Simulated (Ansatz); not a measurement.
HC19O (slab)

The calculation's input:

```
crystal:
  lattice:
    - [7.398, 0.0, 0.0]
    - [-3.699, 6.406856, 0.0]
    - [0.0, 0.0, 11.0]
  atoms:
    - { symbol: C, position: [0.0, 0.0, 0.0909091] }
    - { symbol: C, position: [0.2222222, 0.1111111, 0.0909091] }
    - { symbol: C, position: [0.0, 0.3333333, 0.0909091] }
    - { symbol: C, position: [0.2222222, 0.4444444, 0.0909091] }
    - { symbol: C, position: [0.0, 0.6666667, 0.0909091] }
    - { symbol: C, position: [0.2222222, 0.7777778, 0.0909091] }
    - { symbol: C, position: [0.3333333, 0.0, 0.0909091] }
    - { symbol: C, position: [0.5555556, 0.1111111, 0.0909091] }
    - { symbol: C, position: [0.3333333, 0.3333333, 0.0909091] }
    - { symbol: C, position: [0.5555556, 0.4444444, 0.0909091] }
    - { symbol: C, position: [0.3333333, 0.6666667, 0.0909091] }
    - { symbol: C, position: [0.5555556, 0.7777778, 0.0909091] }
    - { symbol: C, position: [0.6666667, 0.0, 0.0909091] }
    - { symbol: C, position: [0.8888889, 0.1111111, 0.0909091] }
    - { symbol: C, position: [0.6666667, 0.3333333, 0.0909091] }
    - { symbol: C, position: [0.8888889, 0.4444444, 0.0909091] }
    - { symbol: C, position: [0.6666667, 0.6666667, 0.0909091] }
    - { symbol: C, position: [0.8888889, 0.7777778, 0.0909091] }
    - { symbol: C, position: [0.1016187, 0.7104511, 0.2181818], spin: 1.0 }
    - { symbol: H, position: [-0.042631, 0.6085953, 0.2681818] }
    - { symbol: O, position: [0.2155001, 0.7908636, 0.3045455] }
magnetization:
  spin_polarized: true
basis:
  ecutwfc: 500.0
kpoints:
  mp_grid: { grid: [2, 2, 1] }
hamiltonian:
  xc: r2scan
scf:
  occupations: { method: gaussian, width: 0.05 }
  lower_state_search: "off"
relax:
  f_tol: 0.03
  max_steps: 60
  adjacent_minimum: "off"
output:
  write_density: true
  write_potential: true
  elf: true
  volumetric_format: npy
```

Run with:

```sh
ansatz run input.yaml --threads 4 --pin off --max-ram 10240MiB --backend cpu --events-out ev --progress --plain --runs-dir out
```

The fields are those of the run's last geometry, not of the input's.

The program warned that a starting moment wasn't kept; spin-polarised, but the moments vanished.

Level of theory: Ansatz 0.2.0, DFT r2SCAN, scalar-relativistic, plane waves, PAW.

Core electrons are frozen (PAW), and the valence fields are smoothed inside the atomic spheres.

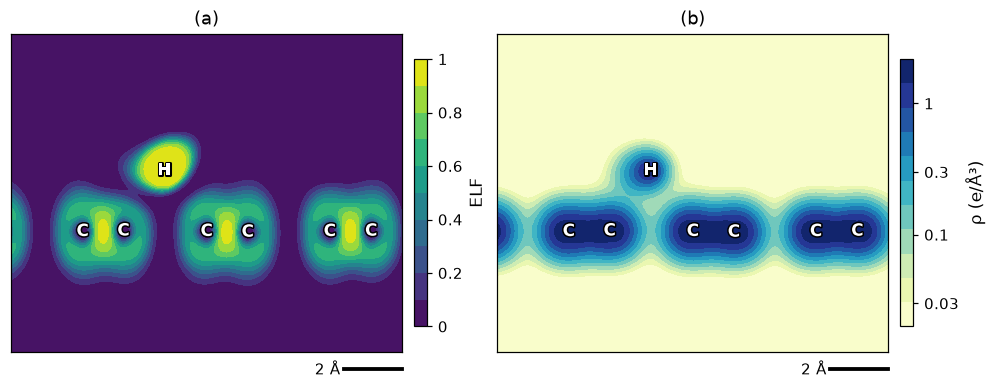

Figure 1. (a) electron localisation function; (b) valence charge density (pseudo) on the (110) plane of the calculation cell, a cut from vacuum to vacuum.

Q: Read the bonding off the picture.

A: Atoms in the plane: C and H. C–C (1.42 Å): the density is about 2.1 e/Å³ at the midpoint; the ELF peaks at about 0.95 between the atoms, as expected for localised, covalent bonding. The density dies away to nearly zero in the vacuum.

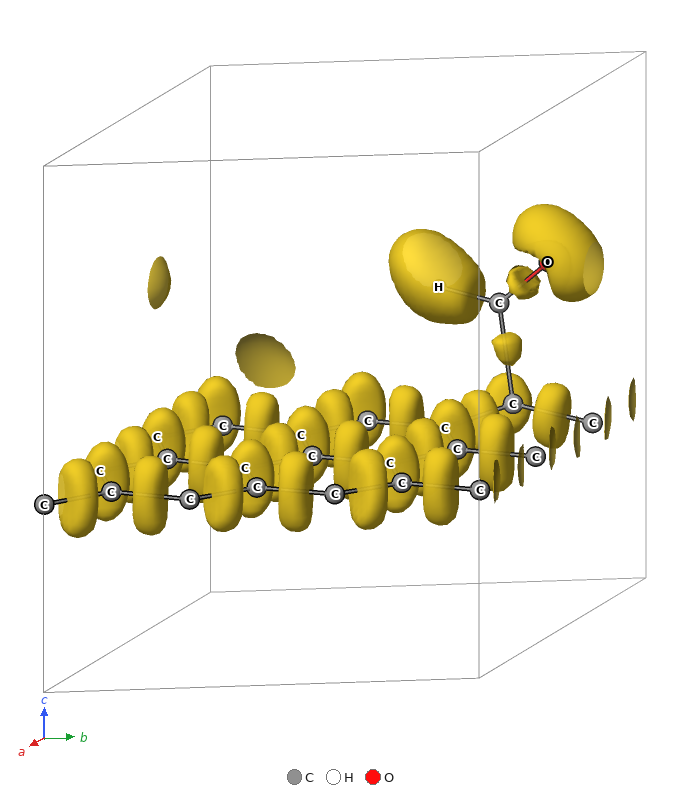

Figure 2. Isosurface of the electron localisation function at 0.8 (yellow), seen slightly off an axis. Core shells and regions of very low density are left out. Sticks mark near contacts.

Q: Describe the localisation domains.

A: The surface consists of 28 regions between bonded C–C atoms (shared pairs), one region between bonded C–O atoms (shared pairs), one region around a hydrogen nucleus and one lobe on O, pointing away from the bonds (lone pairs, which may merge into one lobe), counted in one cell of 21 atoms. Counts are for one cell; the picture repeats the cell along the surface. Profiles from the grid: C–H (1.10 Å): the ELF climbs to about 1 towards the hydrogen, as it does in any bond to H: an ordinary covalent bond to hydrogen. C–O (1.18 Å): the ELF peaks at about 0.85 between the atoms (inside overlapping PAW spheres, so only a guide): a short, multiple covalent bond.
